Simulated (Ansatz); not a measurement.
Ga5N

Input file:

```
crystal:
  lattice:
    - [0.0, 4.1420905653, 4.1420905653]
    - [4.1420905653, 0.0, 4.1420905653]
    - [4.1420905653, 4.1420905653, 0.0]
  atoms:
    - { symbol: Ga, position: [0.6370202, 0.0889394, 0.6370202] }
    - { symbol: Ga, position: [0.6370202, 0.6370202, 0.6370202] }
    - { symbol: Ga, position: [0.0889394, 0.6370202, 0.6370202] }
    - { symbol: Ga, position: [0.6370202, 0.6370202, 0.0889394] }
    - { symbol: Ga, position: [0.0, 0.0, 0.0] }
    - { symbol: "N", position: [0.5, 0.5, 0.5] }
basis:
  ecutwfc: 420
kpoints:
  mp_grid: { grid: [8, 8, 8] }
hamiltonian:
  xc: pbe
scf:
  occupations: { method: gaussian, width: 0.1 }
output:
  forces: true
  stress: true
  eigenvalues: true
  write_density: true
  write_potential: true
  elf: true
  volumetric_format: npy
relax:
  adjacent_minimum: "off"
  f_tol: 0.01
  max_steps: 80
  cell: { stress_tol: 0.05 }
```

Run with:

```sh
ansatz run input.yaml --threads 1 --pin off --max-ram 2560MiB --backend cpu --events-out ev --progress --plain --runs-dir out
```

Below, planes, directions and counts refer to the conventional cell (a = 8.28 Å, b = 8.28 Å, c = 8.28 Å, α = 90.00°, β = 90.00°, γ = 90.00°).

Space group F-43m; a structure generated by program, which may or may not match a known phase.

Computed with DFT PBE, scalar-relativistic, plane waves, PAW (Ansatz 0.2.0).

> What can the converged valence pseudo-density and electron localisation function tell about the bonding?

Ga–N (1.96 Å): ρ is about 0.71 e/Å³ halfway; the ELF peaks at about 0.85 in the valence shell of N, 0.7 Å from its nucleus, and is about 0.45 at the midpoint.

> Does the calculation make it a metal, or give it a gap?

It is metallic or semimetallic at this level of theory: no gap opens.

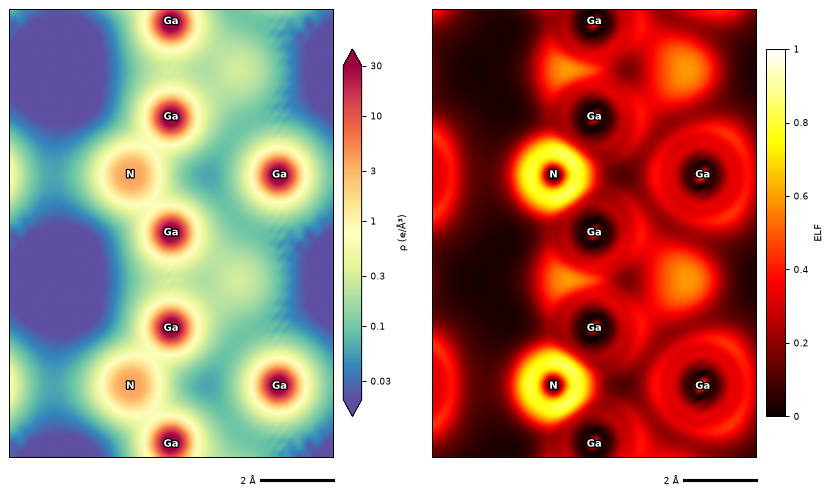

Computed valence pseudo-density and electron localisation function on the (110) plane of the conventional cell, in this order. 

Core electrons are frozen (PAW), and the valence fields are smoothed inside the atomic spheres.
